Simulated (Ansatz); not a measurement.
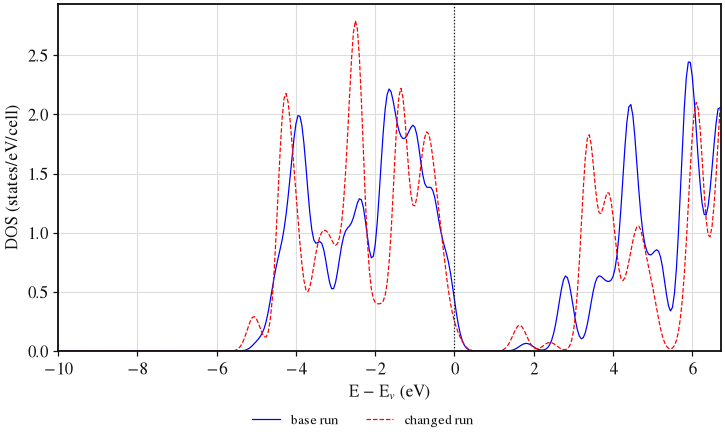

Densities of states of two runs on MgSe, space group Fm-3m, 2 atoms in the cell, each from its own valence-band top, built from the levels of each run's k mesh with Gaussians 0.4 eV wide, which blur the band edges.

Base run: DFT with PBE, PAW plane waves, no spin polarisation, 6×6×6 k mesh, 420 eV cutoff, Fermi-Dirac smearing of 0.1 eV (Ansatz).

The second run changes hamiltonian.pseudopotentials from { kind: paw } to { kind: paw_fr }, magnetization from { spin_polarized: false } to { noncollinear: true, spin_orbit: true }, kpoints.mp_grid.grid from [6, 6, 6] to [4, 4, 4] and basis.ecutwfc from 420 eV to 800 eV.

### What do the changes do to the electronic structure?

The base run has a gap of 1.81 eV on its mesh; the changed run has a gap of 1.64 eV on its mesh. The coarser mesh has fewer levels, so its curve breaks up into taller, sparser peaks. The changed setting is too loose to trust, so the base run is the one to use.
